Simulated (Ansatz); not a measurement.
**Geometry relaxation of BeTe**

- system: BeTe (F-43m, 2 atoms in the cell)
- method: DFT PBE, scalar-relativistic, plane waves, PAW, no spin polarisation (Ansatz 0.2.0)

The structure derives from an entry of the Crystallography Open Database. Figures and captions count atoms from 1; the log counts them from 0 in places.

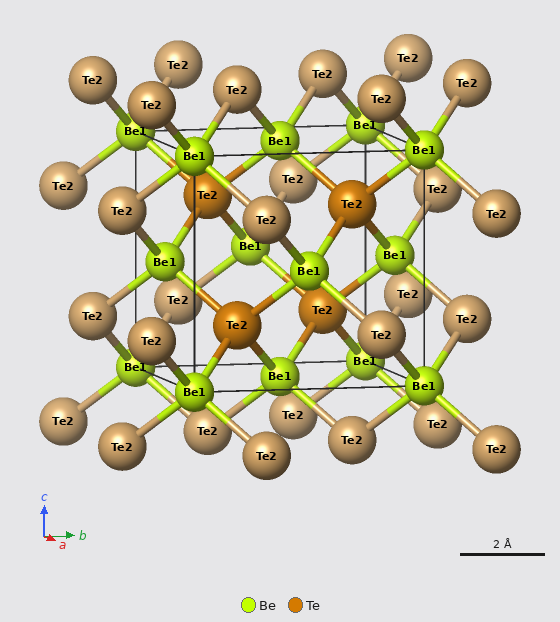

Fig. 1: The input geometry (ball-and-stick view of the cell 4 times as large as that of the calculation, set on its symmetry axes, seen slightly off an axis; neighbours outside the cell are drawn fainter; atoms are numbered from 1 in the order of the input). Near neighbours in the crystal (not all of them lie inside the picture): Be has 4 Te at 2.45 Å; Te has 4 Be at 2.45 Å.

### Input
```yaml
crystal:
  lattice:
    - [0.0, 2.831874395, 2.831874395]
    - [2.831874395, 0.0, 2.831874395]
    - [2.831874395, 2.831874395, 0.0]
  atoms:
    - { symbol: Be, position: [0.0, 0.0, 0.0] }
    - { symbol: Te, position: [0.25, 0.25, 0.25] }
basis:
  ecutwfc: 420
kpoints:
  mp_grid: { grid: [8, 8, 8] }
hamiltonian:
  xc: pbe
scf:
  occupations: { method: fixed }
output:
  forces: true
  stress: true
  eigenvalues: true
relax:
  adjacent_minimum: "off"
  f_tol: 0.001
  max_steps: 60
  cell: { stress_tol: 0.01 }
```

Run as:
```bash
ansatz run input.yaml --threads 1 --pin off --max-ram 2560MiB --backend cpu --events-out ev --progress --plain --runs-dir out
```

### Log
```
Engine: ansatz 0.2.0, aarch64-unknown-linux-gnu
Pseudopotentials: kind: paw
Pseudopotential: Be, paw, valence charge 2, recommended cutoff 420 eV (normal), Be.paw.azcp
Pseudopotential: Te, paw, valence charge 16, recommended cutoff 420 eV (normal), Te.paw.azcp
Functional definition: PBE
  parameter kappa = 0.804
  parameter beta = 0.06672455060314922
  exchange = pbe_x(kappa = kappa, mu = beta*pi^2/3)
  correlation = pbe_c(beta = beta)
Crystal: 2 atoms, lattice volume = 45.421 Å³
Basis set: ecut = 420 eV, 893 PW (Γ), exchange–correlation on 54×54×54 points (8 copies of the dense FFT grid, shifted against one another)
Bands: 13, of which v1, the nominal top of the filled ones, is band 9 counted from 1 (8 counted from 0)
Symmetry: 24 space group operations
Space group: F-43m (ITA 216), of the structure as read, at distance tolerance 3.6e-5 Å
k-points: 29 of 512 (time reversal used)
Non-local potential: Be, projectors of the file, l = 0: 2, l = 1: 2, l = 2: 1
Non-local potential: Te, projectors of the file, l = 0: 2, l = 1: 2, l = 2: 2, l = 3: 2
PAW form: soft (Blöchl's): semilocal exchange-correlation on the pseudo side does not see the compensation charge
PAW one-centre angular grid: Be, 110 points (default); XC on 64 Gauss nodes
PAW one-centre angular grid: Te, 590 points (default); XC on 64 Gauss nodes
Initial density: superposition of atomic densities (neutral atoms: chi_scale 0, normalization atom), corrected by the library's trained network
Initial wavefunctions: pseudopotential atomic-orbital guess
Functional: x = pbe(κ = 0.804, μ = 0.2195149727645171), c = pbe(β = 0.06672455060314922)
SCF iter   1: F=—  HF=-7073.444871 eV  |F-HF|=—  |Δ(HF+E_count)|=         —  Δρ=5.04e-4  dr2=1.42e-4  ethr=1.77e-3  ⟨swp⟩=5.4  Hψ=2067  notcnv=0  defer=41
preconditioner: auto → none  [insulator: Δε(μ)=2.029 eV  Ē_g=10.214 eV  n_scr=14 (ndim 8)  ℏωp=15.6 eV  f_vac=0.010  ε∞_Penn≈3.3]
SCF iter   2: F=—  HF=-7073.444759 eV  |F-HF|=—  |Δ(HF+E_count)|=   1.12e-4  Δρ=3.30e-4  dr2=7.13e-5  ethr=7.88e-7  ⟨swp⟩=2.3  Hψ=942  notcnv=0  defer=52
SCF iter   3: F=—  HF=-7073.444769 eV  |F-HF|=—  |Δ(HF+E_count)|=   1.04e-5  Δρ=1.82e-4  dr2=1.12e-5  ethr=3.96e-7  ⟨swp⟩=2.4  Hψ=487  notcnv=0  defer=50
SCF iter   4: F=—  HF=-7073.444794 eV  |F-HF|=—  |Δ(HF+E_count)|=   2.48e-5  Δρ=9.07e-5  dr2=7.27e-6  ethr=6.24e-8  ⟨swp⟩=2.0  Hψ=638  notcnv=0  defer=58
SCF iter   5: F=—  HF=-7073.444792 eV  |F-HF|=—  |Δ(HF+E_count)|=   1.83e-6  Δρ=5.19e-5  dr2=2.40e-6  ethr=4.04e-8  ⟨swp⟩=1.0  Hψ=377  notcnv=0  defer=56
SCF iter   6: F=—  HF=-7073.444791 eV  |F-HF|=—  |Δ(HF+E_count)|=   8.22e-7  Δρ=1.88e-5  dr2=3.17e-7  ethr=1.33e-8  ⟨swp⟩=2.0  Hψ=486  notcnv=0  defer=56
SCF iter   7: F=-7073.444791 eV  HF=-7073.444791 eV  |F-HF|=2.02e-8  |Δ(HF+E_count)|=   1.14e-7  Δρ=5.16e-6  dr2=2.33e-8  ethr=5.56e-10  ⟨swp⟩=8.8  Hψ=1843  notcnv=0
SCF 1 converged in 7 iterations: F = -7073.444791 eV  dr2 = 2.33e-8
  greatest PAW one-centre occupation: 0.998 electrons in one spin orbital (limit 2), on the Te atom at site 1 (counted from 0), in its partial waves of l = 2
relax step   1: F+E_penalty+E_count = -7073.44479102 eV  Δ(F+E_penalty+E_count) = +0.000e0 eV  max|allowed force component| = 1.209e-16 eV/Å  Δτ_max = 0.0000 Å  P = +0.005 GPa  Ω = 45.421 Å³  (7 SCF iters, dr2 threshold 1.00e-7 eV, accepted)
Initial density: handed on by an earlier stage of this run
Initial wavefunctions: pseudopotential atomic-orbital guess (no wavefunctions were taken with the density)
iter 1 solved again at ethr=8.36e-7 eV; its pass at ethr=3.10e-3 eV (dr2=1.51e-4 eV) is discarded
SCF iter   1: F=—  HF=-7073.444768 eV  |F-HF|=—  |Δ(HF+E_count)|=         —  Δρ=5.44e-6  dr2=2.54e-8  ethr=8.36e-7  ⟨swp⟩=2.4  Hψ=2958  notcnv=0  defer=51
eigensolver tolerance schedule: the retry pair's looser diagonalisation over-reported the residual by 5919.42 of it (diagonalisation noise at an unbounded share of the residual, at the tolerance the schedule requests for it); recorded, not acted on — ethr = c·dr2/N_el stays at c = 1.0e-1
preconditioner: auto → none  [insulator: Δε(μ)=2.028 eV  Ē_g=10.213 eV  n_scr=14 (ndim 8)  ℏωp=15.6 eV  f_vac=0.011  ε∞_Penn≈3.3]
SCF iter   2: F=—  HF=-7073.444791 eV  |F-HF|=—  |Δ(HF+E_count)|=   2.31e-5  Δρ=1.12e-6  dr2=6.31e-10  ethr=1.41e-10  ⟨swp⟩=3.0  Hψ=714  notcnv=0  defer=44
SCF iter   3: F=—  HF=-7073.444791 eV  |F-HF|=—  |Δ(HF+E_count)|=  9.28e-11  Δρ=4.87e-7  dr2=7.39e-11  ethr=3.51e-12  ⟨swp⟩=2.2  Hψ=487  notcnv=0  defer=44
SCF iter   4: F=—  HF=-7073.444791 eV  |F-HF|=—  |Δ(HF+E_count)|=  1.91e-11  Δρ=5.10e-8  dr2=1.09e-12  ethr=4.11e-13 (applied; sched 1.00e-12)  ⟨swp⟩=2.1  Hψ=468  notcnv=0  defer=44
SCF iter   5: F=-7073.444791 eV  HF=-7073.444791 eV  |F-HF|=0.00e0  |Δ(HF+E_count)|=  9.09e-13  Δρ=8.53e-9  dr2=3.06e-14  ethr=1.00e-12  ⟨swp⟩=8.8  Hψ=1900  notcnv=0
SCF 2 converged in 5 iterations: F = -7073.444791 eV  dr2 = 3.06e-14
relax step   2: F+E_penalty+E_count = -7073.44479103 eV  Δ(F+E_penalty+E_count) = -1.092e-8 eV  max|allowed force component| = 1.394e-16 eV/Å  Δτ_max = 0.0000 Å  P = +0.005 GPa  Ω = 45.421 Å³  stress off target by 4.91e-3 GPa  SCF on the basis re-selected at this cell (its energy is not comparable with the rows above)  (5 SCF iters)
```

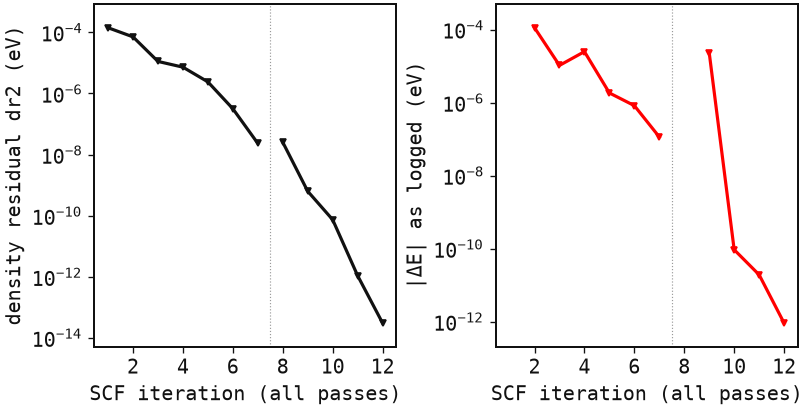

Fig. 2: Convergence of the self-consistent field: density residual dr2 and size of the energy change against the SCF iteration. The dotted lines part the SCF passes of the relaxation: geometry steps, rejected trials and re-solves on a re-selected basis. The passes take 7 and 5 iterations.

```
basis re-selected at this cell: Δ(F+E_penalty+E_count) = -1.092e-8 eV, ΔP = -0.000 GPa vs the last step (what re-selecting the basis moved, of the pressure what is left beyond the Pulay correction that the steps carried, after the strain that the cell walked since its last selection, with what the two solves' SCF thresholds leave and, on support functions, any second-order correction that the steps lacked; it is no measure of the basis error at this ecutwfc). This SCF's stress stands 4.91e-3 GPa from its target on what of the cell is left free (relax.cell.stress_tol is 1.00e-2 GPa) and its largest allowed force component is 1.39e-16 eV/Å (relax.f_tol is 1.00e-3 eV/Å): within both
SCF converged after 5 iterations
Free energy (F): -7073.444791 eV
Harris-Foulkes:  -7073.444791 eV  (|F-HF|=0.00e0)
Internal energy: -7073.444791 eV  (E = F + TS)
E sigma→0 (E₀):  -7073.444791 eV
Fermi energy:    7.184914 eV
--- Per-component energies (eV) ---
  E_band       = -271.217255
  E_kinetic    = 199.405228
  E_local      = -1383.579009  (includes V_loc(G=0)·N_el)
  E_nonlocal   = -305.159611
  E_hartree    = 862.441481
  E_xc         = -143.190117
  E_vxc        = -123.904169  (∫ρ·V_xc dr)
  E_paw        = -4722.753366  (= ΣΔE_a)
  E_vpaw       = -382.862467  (= ΣTr[D̂ρ^β])
  E_aug_tail   = -0.000188  (compensation charges beyond the density's cutoff)
  E_ewald      = -1580.609209
  E_smearing   = -0.000000  (= −TS)
  E_closure    = 0.000000  (closes the sum)
  Σ components = -7073.444791   (vs F -7073.444791, Δ=0.00e0)
--- Forces (eV/Å), atoms counted from 1 ---
  atom   1  Be     0.00000000    -0.00000000     0.00000000
  atom   2  Te     0.00000000    -0.00000000    -0.00000000
  max |Σ_I F_I| component: 3.13e-16 eV/Å
--- Stress (GPa, compression-positive) ---
        0.004912       0.000000      -0.000000
       -0.000000       0.004912       0.000000
       -0.000000       0.000000       0.004912
  P = ⅓ Tr σ = 0.0049 GPa (0.049 kbar)
--- Band table (eV; the first three rows and the last of 29) ---
  k-point 0: bands = ["-29.0111", "-29.0111", "-29.0111", "-28.9993", "-28.9993", "-5.0026", "7.1849", "7.1849", "7.1849", "10.8264", "10.8264", "10.8264", "10.8871"]
  k-point 1: bands = ["-29.0109", "-29.0107", "-29.0107", "-28.9992", "-28.9992", "-4.8588", "5.8947", "6.9577", "6.9577", "10.7058", "11.1620", "11.1620", "12.2044"]
  k-point 2: bands = ["-29.0102", "-29.0097", "-29.0097", "-28.9990", "-28.9990", "-4.4632", "3.9287", "6.5313", "6.5313", "10.4726", "11.6875", "11.6875", "14.1381"]
  k-point 28: bands = ["-29.0091", "-29.0085", "-29.0051", "-29.0000", "-28.9979", "-3.1981", "2.6812", "3.5876", "4.0662", "12.4815", "12.7217", "12.7773", "13.3206"]
--- Relaxed structure (1 steps of the walk, 1 accepted, 1 SCFs on fresh bases) ---
  F+E_penalty+E_count = -7073.44479103 eV   max|allowed force component| = 1.394e-16 eV/Å   (the final SCF, on the basis selected at the relaxed cell)
  cell:  # Å, volume = 45.4205 Å³
    - [0.0, 2.831874395, 2.831874395]
    - [2.831874395, 0.0, 2.831874395]
    - [2.831874395, 2.831874395, 0.0]
  atoms:
    - { symbol: Be, position: [0.0, 0.0, 0.0] }
    - { symbol: Te, position: [0.25, 0.25, 0.25] }
```

### Trajectory as extended XYZ (Å, eV, eV/Å), 2 frames, from step=1 to step=2
```
2
Lattice="0.0000 2.8319 2.8319 2.8319 0.0000 2.8319 2.8319 2.8319 0.0000" Properties=species:S:1:pos:R:3:forces:R:3 step=1 energy=-7073.44479 pressure_GPa=0.01
Be    0.0000    0.0000    0.0000    0.0000   0.0000   0.0000
Te    1.4159    1.4159    1.4159    0.0000   0.0000   0.0000
2
Lattice="0.0000 2.8319 2.8319 2.8319 0.0000 2.8319 2.8319 2.8319 0.0000" Properties=species:S:1:pos:R:3:forces:R:3 step=2 energy=-7073.44479 pressure_GPa=0.00
Be    0.0000    0.0000    0.0000    0.0000   0.0000   0.0000
Te    1.4159    1.4159    1.4159    0.0000   0.0000   0.0000
```

### Summary

```tsv
quantity	value
outcome	converged
space group (tolerance 0.01 Å)	F-43m (216)
electrons treated	18
free energy	−7073.4448 eV
Fermi energy	7.185 eV
gap on the k-point mesh	2.03 eV
pressure	0.00 GPa
final volume	45.42 Å³
largest force (length of the vector) at the end	under 0.001 eV/Å
final cell	a = 4.005 Å, b = 4.005 Å, c = 4.005 Å, α = 60.00°, β = 60.00°, γ = 60.00°
hardware	1 thread of an Arm (aarch64) CPU, shared host
wall time	3.8 s
peak memory	0.3 GiB
```
